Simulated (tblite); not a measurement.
## Run report: C5H11N, saddle-point search

The run: saddle-point search of C5H11N. Method and program: GFN2-xTB saddle search (eigenvector following) and harmonic vibrations, gas phase (tblite 0.8.0).

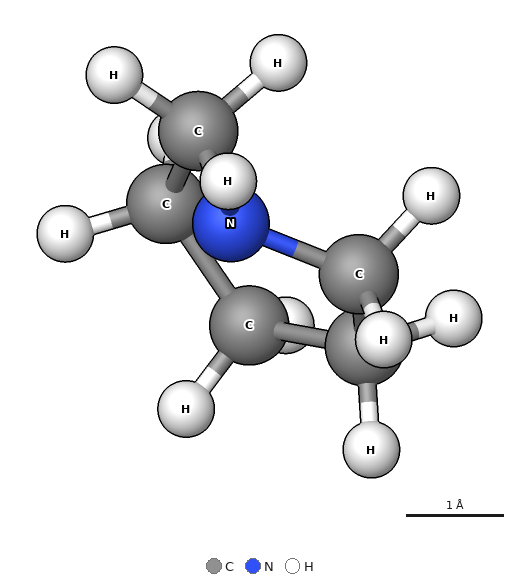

**Figure 1.** The starting structure (ball-and-stick view, seen at a tilt).

## Summary

```csv
quantity,value
outcome,converged
total energy,−523.1371 eV
point group,C1
hardware,"1 CPU thread, shared host"
wall time,6.5 s
peak memory,0.2 GiB
```

## Input file
```
{"job": {"xc": "GFN2-xTB", "basis": "xTB", "kind": "saddle"}, "charge": 0, "multiplicity": 1}
C     -0.814478     1.141502    -0.214060
C     -1.437127    -0.267537    -0.268898
C     -0.435471    -1.390492     0.000312
N      0.841552    -1.027462    -0.576795
C      1.475933    -0.021454     0.247536
C      0.630603     1.263067     0.308023
H     -0.836188     1.550383    -1.223017
H     -1.447216     1.784564     0.400857
H     -2.257503    -0.352100     0.444746
H     -1.854647    -0.413209    -1.266140
H     -0.790173    -2.314691    -0.461568
H     -0.351878    -1.564865     1.089817
H      1.446072    -1.840137    -0.646135
H      1.631002    -0.395025     1.278863
H      2.459622     0.198308    -0.173248
H      0.616195     1.611821     1.341013
H      1.123702     2.037327    -0.281305
```

The first line tells a small driver script what to run in tblite; the rest is the geometry in Å.

Run as:
```bash
OMP_NUM_THREADS=1 python <driver script> task.json out
```

## Log
```
step      E/eV     max force
  0    -523.13983   0.0536
  1    -523.12609   0.0917
  2    -523.12084   0.1794
  3    -523.12414   0.0361
  4    -523.12281   0.0546
  5    -523.12333   0.0493
  6    -523.12397   0.0330
  7    -523.12426   0.0377
  8    -523.12451   0.0187
  9    -523.12466   0.0233
 10    -523.12476   0.0137
 11    -523.12485   0.0132
 12    -523.12489   0.0075
 13    -523.12493   0.0141
 14    -523.12498   0.0139
 15    -523.12505   0.0263
 16    -523.12532   0.0503
 17    -523.12581   0.0313
 18    -523.12654   0.0671
 19    -523.12630   0.0164
 20    -523.12694   0.0310
 21    -523.12786   0.0172
 22    -523.12904   0.0528
 23    -523.12842   0.0063
 24    -523.12922   0.0172
 25    -523.13008   0.0217
 26    -523.13101   0.0116
 27    -523.13219   0.0377
 28    -523.13153   0.0054
 29    -523.13223   0.0124
 30    -523.13292   0.0145
 31    -523.13359   0.0081
 32    -523.13441   0.0256
 33    -523.13394   0.0042
 34    -523.13441   0.0087
 35    -523.13485   0.0100
 36    -523.13526   0.0054
 37    -523.13575   0.0161
 38    -523.13617   0.0190
 39    -523.13652   0.0200
 40    -523.13680   0.0203
 41    -523.13703   0.0104
 42    -523.13719   0.0337
 43    -523.13713   0.0036
lowest wavenumbers (cm-1): -235.3 36.6 312.0 435.1 443.6 610.5
```

## Trajectory as extended XYZ (Å, eV, eV/Å), 12 frames, from step=0 to step=43
```
17
Properties=species:S:1:pos:R:3:forces:R:3 step=0 energy=-523.13983
C    -0.8145    1.1415   -0.2141    0.0000   0.0070  -0.0280
C    -1.4371   -0.2675   -0.2689    0.0070   0.0010   0.0230
C    -0.4355   -1.3905    0.0003   -0.0020  -0.0020  -0.0020
N     0.8416   -1.0275   -0.5768    0.0090  -0.0010  -0.0170
C     1.4759   -0.0215    0.2475   -0.0050   0.0050  -0.0080
C     0.6306    1.2631    0.3080   -0.0050  -0.0070   0.0300
H    -0.8362    1.5504   -1.2230    0.0180  -0.0070  -0.0500
H    -1.4472    1.7846    0.4009   -0.0010   0.0120  -0.0440
H    -2.2575   -0.3521    0.4447   -0.0040   0.0080   0.0250
H    -1.8546   -0.4132   -1.2661   -0.0070  -0.0100   0.0280
H    -0.7902   -2.3147   -0.4616   -0.0040  -0.0020   0.0090
H    -0.3519   -1.5649    1.0898    0.0110  -0.0010  -0.0030
H     1.4461   -1.8401   -0.6461   -0.0060   0.0060  -0.0130
H     1.6310   -0.3950    1.2789    0.0010  -0.0070  -0.0130
H     2.4596    0.1983   -0.1732    0.0050   0.0030  -0.0140
H     0.6162    1.6118    1.3410   -0.0170  -0.0140   0.0390
H     1.1237    2.0373   -0.2813    0.0010   0.0110   0.0390
17
Properties=species:S:1:pos:R:3:forces:R:3 step=3 energy=-523.12414
C    -0.8311    1.1461   -0.1751   -0.0120   0.0080  -0.0120
C    -1.4275   -0.2702   -0.3123   -0.0160   0.0050  -0.0030
C    -0.4404   -1.3848    0.0234   -0.0070   0.0010   0.0010
N     0.8387   -1.0482   -0.5660   -0.0020   0.0010   0.0020
C     1.4790   -0.0274    0.2349    0.0010  -0.0010  -0.0020
C     0.6378    1.2610    0.2890   -0.0080   0.0030   0.0030
H    -0.9136    1.6345   -1.1471    0.0100  -0.0210   0.0190
H    -1.4463    1.7244    0.5178    0.0140  -0.0120  -0.0310
H    -2.3098   -0.3744    0.3226    0.0240   0.0080  -0.0110
H    -1.7472   -0.4115   -1.3462    0.0050   0.0040   0.0330
H    -0.7996   -2.3272   -0.3969    0.0010   0.0050   0.0040
H    -0.3631   -1.5077    1.1202    0.0010   0.0020  -0.0070
H     1.4388   -1.8653   -0.6187   -0.0020   0.0020  -0.0020
H     1.6446   -0.3866    1.2696    0.0060   0.0000  -0.0060
H     2.4585    0.1871   -0.1992   -0.0030   0.0020  -0.0060
H     0.6616    1.6325    1.3149   -0.0090  -0.0100   0.0020
H     1.1195    2.0179   -0.3309   -0.0030   0.0030   0.0150
17
Properties=species:S:1:pos:R:3:forces:R:3 step=7 energy=-523.12426
C    -0.8464    1.1443   -0.1434   -0.0080   0.0000  -0.0050
C    -1.4127   -0.2682   -0.3799   -0.0160  -0.0070  -0.0070
C    -0.4606   -1.3664    0.0770   -0.0090   0.0010  -0.0030
N     0.8226   -1.0916   -0.5369    0.0080   0.0040   0.0190
C     1.4960   -0.0285    0.1796    0.0130  -0.0020   0.0020
C     0.6305    1.2434    0.3006    0.0100   0.0010   0.0050
H    -0.9655    1.7110   -1.0675    0.0000  -0.0060   0.0080
H    -1.4524    1.6483    0.6120    0.0030  -0.0060  -0.0080
H    -2.3739   -0.3794    0.1264    0.0290   0.0040  -0.0170
H    -1.5786   -0.4111   -1.4494    0.0060   0.0040   0.0370
H    -0.8288   -2.3365   -0.2655    0.0030   0.0110   0.0030
H    -0.3974   -1.3915    1.1804   -0.0010   0.0010  -0.0160
H     1.4120   -1.9180   -0.5439   -0.0030   0.0060   0.0010
H     1.7756   -0.3572    1.2003   -0.0050   0.0100  -0.0310
H     2.4224    0.2011   -0.3553   -0.0290  -0.0070   0.0140
H     0.6578    1.5610    1.3447    0.0010  -0.0040  -0.0110
H     1.0992    2.0394   -0.2792   -0.0030  -0.0100   0.0080
17
Properties=species:S:1:pos:R:3:forces:R:3 step=11 energy=-523.12485
C    -0.8554    1.1423   -0.1240   -0.0040   0.0000  -0.0020
C    -1.3979   -0.2646   -0.4226   -0.0050  -0.0010  -0.0030
C    -0.4777   -1.3548    0.1087   -0.0020   0.0020  -0.0020
N     0.8144   -1.1263   -0.5052    0.0050   0.0020   0.0070
C     1.5051   -0.0262    0.1381    0.0060  -0.0030   0.0000
C     0.6247    1.2310    0.3112    0.0020   0.0000   0.0020
H    -0.9964    1.7556   -1.0147    0.0000  -0.0030   0.0040
H    -1.4581    1.5944    0.6661    0.0020  -0.0030  -0.0040
H    -2.3992   -0.3781   -0.0036    0.0120   0.0010  -0.0050
H    -1.4651   -0.4050   -1.5024    0.0010   0.0020   0.0130
H    -0.8530   -2.3351   -0.1939    0.0000   0.0020   0.0000
H    -0.4337   -1.3264    1.2120    0.0000   0.0000  -0.0040
H     1.3974   -1.9559   -0.4642   -0.0020   0.0040   0.0010
H     1.8766   -0.3229    1.1375   -0.0030   0.0030  -0.0120
H     2.3788    0.2125   -0.4756   -0.0100  -0.0030   0.0070
H     0.6523    1.5054    1.3672    0.0000  -0.0010  -0.0020
H     1.0873    2.0540   -0.2343    0.0000  -0.0020   0.0010
17
Properties=species:S:1:pos:R:3:forces:R:3 step=15 energy=-523.12505
C    -0.8640    1.1395   -0.1017   -0.0110   0.0030  -0.0040
C    -1.3808   -0.2598   -0.4617   -0.0100   0.0000  -0.0070
C    -0.4950   -1.3464    0.1317   -0.0020   0.0040  -0.0060
N     0.8101   -1.1604   -0.4680    0.0130   0.0020   0.0150
C     1.5108   -0.0235    0.1017    0.0110  -0.0090  -0.0020
C     0.6214    1.2221    0.3162    0.0010  -0.0020   0.0020
H    -1.0325    1.7977   -0.9553    0.0020  -0.0090   0.0120
H    -1.4612    1.5347    0.7231    0.0070  -0.0070  -0.0130
H    -2.4121   -0.3763   -0.1233    0.0230   0.0030  -0.0080
H    -1.3600   -0.3916   -1.5449   -0.0010   0.0040   0.0260
H    -0.8766   -2.3317   -0.1453    0.0000   0.0010   0.0000
H    -0.4768   -1.2784    1.2337    0.0000   0.0000  -0.0070
H     1.3872   -1.9895   -0.3716   -0.0080   0.0130   0.0010
H     1.9639   -0.2843    1.0766   -0.0080   0.0040  -0.0230
H     2.3316    0.2187   -0.5814   -0.0180  -0.0060   0.0140
H     0.6569    1.4674    1.3791    0.0000   0.0000  -0.0010
H     1.0773    2.0618   -0.2089    0.0010  -0.0010   0.0000
17
Properties=species:S:1:pos:R:3:forces:R:3 step=19 energy=-523.12630
C    -0.8740    1.1330   -0.0667    0.0050   0.0010   0.0000
C    -1.3550   -0.2512   -0.5066    0.0040   0.0010   0.0050
C    -0.5176   -1.3405    0.1475    0.0010  -0.0020   0.0030
N     0.8096   -1.2015   -0.4118   -0.0060  -0.0060  -0.0060
C     1.5127   -0.0206    0.0638   -0.0070   0.0030   0.0010
C     0.6209    1.2173    0.3138   -0.0030   0.0010  -0.0010
H    -1.0868    1.8458   -0.8643   -0.0020   0.0050  -0.0020
H    -1.4583    1.4453    0.8014   -0.0010   0.0000   0.0060
H    -2.4109   -0.3721   -0.2624   -0.0140  -0.0010   0.0010
H    -1.2363   -0.3620   -1.5847    0.0050  -0.0010  -0.0130
H    -0.9053   -2.3266   -0.1184    0.0000  -0.0010  -0.0010
H    -0.5432   -1.2424    1.2470    0.0000   0.0000   0.0030
H     1.3778   -2.0222   -0.2335    0.0010  -0.0040   0.0020
H     2.0533   -0.2328    1.0020    0.0100  -0.0010   0.0130
H     2.2673    0.2164   -0.6933    0.0080   0.0030  -0.0110
H     0.6803    1.4515    1.3781   -0.0010   0.0010   0.0010
H     1.0655    2.0627   -0.2119    0.0000   0.0010   0.0000
17
Properties=species:S:1:pos:R:3:forces:R:3 step=23 energy=-523.12842
C    -0.8807    1.1260   -0.0359   -0.0020   0.0010   0.0010
C    -1.3337   -0.2432   -0.5390    0.0000   0.0010  -0.0020
C    -0.5353   -1.3385    0.1531    0.0000   0.0000  -0.0010
N     0.8109   -1.2310   -0.3643    0.0030  -0.0020   0.0050
C     1.5122   -0.0192    0.0393    0.0010  -0.0020  -0.0010
C     0.6223    1.2171    0.3071   -0.0010   0.0010   0.0000
H    -1.1328    1.8793   -0.7838    0.0000  -0.0020   0.0060
H    -1.4500    1.3677    0.8646    0.0030  -0.0040  -0.0020
H    -2.4034   -0.3669   -0.3640    0.0030   0.0010  -0.0030
H    -1.1450   -0.3330   -1.6096    0.0020   0.0010   0.0030
H    -0.9256   -2.3234   -0.1145   -0.0010   0.0000   0.0000
H    -0.5997   -1.2264    1.2501   -0.0020   0.0000  -0.0010
H     1.3698   -2.0402   -0.1177   -0.0030   0.0040   0.0030
H     2.1120   -0.1944    0.9480    0.0000   0.0010  -0.0050
H     2.2178    0.2088   -0.7679   -0.0030  -0.0010   0.0000
H     0.7065    1.4578    1.3683    0.0010   0.0000  -0.0010
H     1.0548    2.0593   -0.2338   -0.0010  -0.0010   0.0000
17
Properties=species:S:1:pos:R:3:forces:R:3 step=27 energy=-523.13219
C    -0.8872    1.1132    0.0100   -0.0130   0.0100   0.0020
C    -1.3037   -0.2302   -0.5780   -0.0030   0.0070  -0.0040
C    -0.5585   -1.3397    0.1499    0.0060   0.0000  -0.0040
N     0.8147   -1.2657   -0.2951    0.0170  -0.0060   0.0240
C     1.5091   -0.0181    0.0140    0.0090  -0.0140  -0.0040
C     0.6263    1.2222    0.2913   -0.0050   0.0060   0.0040
H    -1.1964    1.9159   -0.6627    0.0070  -0.0210   0.0220
H    -1.4279    1.2550    0.9499    0.0160  -0.0060  -0.0260
H    -2.3839   -0.3564   -0.4864    0.0180   0.0030  -0.0040
H    -1.0336   -0.2856   -1.6338   -0.0020   0.0020   0.0190
H    -0.9483   -2.3204   -0.1353    0.0000   0.0010   0.0000
H    -0.6827   -1.2235    1.2424    0.0000   0.0000  -0.0110
H     1.3560   -2.0512    0.0495   -0.0210   0.0310  -0.0040
H     2.1742   -0.1469    0.8823   -0.0090   0.0000  -0.0180
H     2.1542    0.1900   -0.8490   -0.0120  -0.0060   0.0110
H     0.7521    1.4925    1.3415   -0.0010   0.0000  -0.0080
H     1.0358    2.0490   -0.2904   -0.0050  -0.0050   0.0030
17
Properties=species:S:1:pos:R:3:forces:R:3 step=31 energy=-523.13359
C    -0.8879    1.1078    0.0269   -0.0020   0.0020   0.0020
C    -1.2939   -0.2250   -0.5889    0.0000   0.0020  -0.0010
C    -0.5660   -1.3417    0.1448    0.0010  -0.0010  -0.0010
N     0.8165   -1.2749   -0.2699    0.0030  -0.0020   0.0060
C     1.5076   -0.0181    0.0087    0.0010  -0.0020  -0.0010
C     0.6283    1.2258    0.2832   -0.0010   0.0020   0.0000
H    -1.2175    1.9244   -0.6176    0.0000  -0.0030   0.0060
H    -1.4151    1.2152    0.9782    0.0040  -0.0030  -0.0030
H    -2.3754   -0.3513   -0.5211    0.0030   0.0010  -0.0030
H    -1.0015   -0.2671   -1.6387    0.0020   0.0010   0.0030
H    -0.9532   -2.3201   -0.1526    0.0000   0.0000  -0.0010
H    -0.7131   -1.2305    1.2351   -0.0020  -0.0010  -0.0030
H     1.3491   -2.0491    0.1093   -0.0050   0.0060   0.0020
H     2.1896   -0.1328    0.8643    0.0000   0.0010  -0.0040
H     2.1353    0.1806   -0.8690   -0.0030  -0.0010   0.0000
H     0.7704    1.5138    1.3264    0.0010   0.0010  -0.0030
H     1.0267    2.0429   -0.3192   -0.0020  -0.0020   0.0000
17
Properties=species:S:1:pos:R:3:forces:R:3 step=35 energy=-523.13485
C    -0.8883    1.1018    0.0454   -0.0020   0.0020   0.0020
C    -1.2833   -0.2192   -0.6002    0.0000   0.0020   0.0000
C    -0.5741   -1.3443    0.1387    0.0020  -0.0010  -0.0010
N     0.8185   -1.2846   -0.2416    0.0030  -0.0030   0.0070
C     1.5061   -0.0179    0.0033    0.0010  -0.0030  -0.0010
C     0.6306    1.2298    0.2741   -0.0010   0.0030   0.0010
H    -1.2398    1.9330   -0.5683    0.0010  -0.0040   0.0060
H    -1.4001    1.1725    1.0087    0.0040  -0.0020  -0.0040
H    -2.3661   -0.3454   -0.5574    0.0030   0.0010  -0.0020
H    -0.9677   -0.2465   -1.6437    0.0010   0.0010   0.0030
H    -0.9577   -2.3198   -0.1737    0.0000   0.0010  -0.0010
H    -0.7471   -1.2401    1.2261   -0.0010  -0.0010  -0.0040
H     1.3410   -2.0458    0.1760   -0.0060   0.0080   0.0010
H     2.2064   -0.1173    0.8449   -0.0010   0.0000  -0.0040
H     2.1148    0.1700   -0.8905   -0.0030  -0.0020   0.0010
H     0.7905    1.5377    1.3091    0.0000   0.0000  -0.0040
H     1.0162    2.0360   -0.3511   -0.0020  -0.0030   0.0010
17
Properties=species:S:1:pos:R:3:forces:R:3 step=39 energy=-523.13652
C    -0.8867    1.0899    0.0813   -0.0020   0.0060   0.0020
C    -1.2648   -0.2076   -0.6177    0.0000   0.0020   0.0010
C    -0.5884   -1.3513    0.1226    0.0050  -0.0030   0.0000
N     0.8225   -1.2995   -0.1856    0.0040  -0.0070   0.0120
C     1.5034   -0.0174   -0.0033    0.0010  -0.0040  -0.0020
C     0.6355    1.2391    0.2541   -0.0020   0.0070   0.0020
H    -1.2790    1.9444   -0.4732    0.0040  -0.0090   0.0070
H    -1.3649    1.0940    1.0646    0.0060   0.0000  -0.0100
H    -2.3486   -0.3325   -0.6155    0.0020   0.0010   0.0000
H    -0.9130   -0.2060   -1.6499   -0.0010   0.0000   0.0040
H    -0.9610   -2.3196   -0.2262    0.0020   0.0040   0.0010
H    -0.8137   -1.2692    1.2029    0.0010  -0.0010  -0.0090
H     1.3220   -2.0320    0.3047   -0.0110   0.0160  -0.0050
H     2.2328   -0.0899    0.8143   -0.0020  -0.0010  -0.0030
H     2.0808    0.1469   -0.9229   -0.0020  -0.0020   0.0030
H     0.8300    1.5910    1.2691   -0.0020  -0.0020  -0.0090
H     0.9930    2.0196   -0.4192   -0.0050  -0.0070   0.0050
17
Properties=species:S:1:pos:R:3:forces:R:3 step=43 energy=-523.13713
C    -0.8836    1.0815    0.1059    0.0000   0.0010   0.0010
C    -1.2545   -0.1993   -0.6261    0.0000   0.0000   0.0000
C    -0.5969   -1.3574    0.1078    0.0010  -0.0010   0.0000
N     0.8252   -1.3063   -0.1466    0.0000  -0.0010   0.0020
C     1.5023   -0.0171   -0.0042    0.0000   0.0000   0.0000
C     0.6392    1.2462    0.2376    0.0000   0.0010   0.0000
H    -1.3024    1.9482   -0.4082    0.0000  -0.0010   0.0010
H    -1.3349    1.0439    1.1009    0.0010   0.0000  -0.0010
H    -2.3382   -0.3225   -0.6442    0.0000   0.0000   0.0000
H    -0.8856   -0.1773   -1.6520    0.0000   0.0000   0.0000
H    -0.9577   -2.3191   -0.2718    0.0000   0.0010   0.0000
H    -0.8592   -1.2977    1.1811    0.0000   0.0000  -0.0020
H     1.3053   -2.0161    0.3926   -0.0020   0.0030   0.0000
H     2.2456   -0.0734    0.8007    0.0000   0.0000   0.0000
H     2.0640    0.1290   -0.9368    0.0000   0.0000   0.0000
H     0.8574    1.6329    1.2348    0.0000   0.0000  -0.0020
H     0.9740    2.0046   -0.4714   -0.0010  -0.0010   0.0010
```
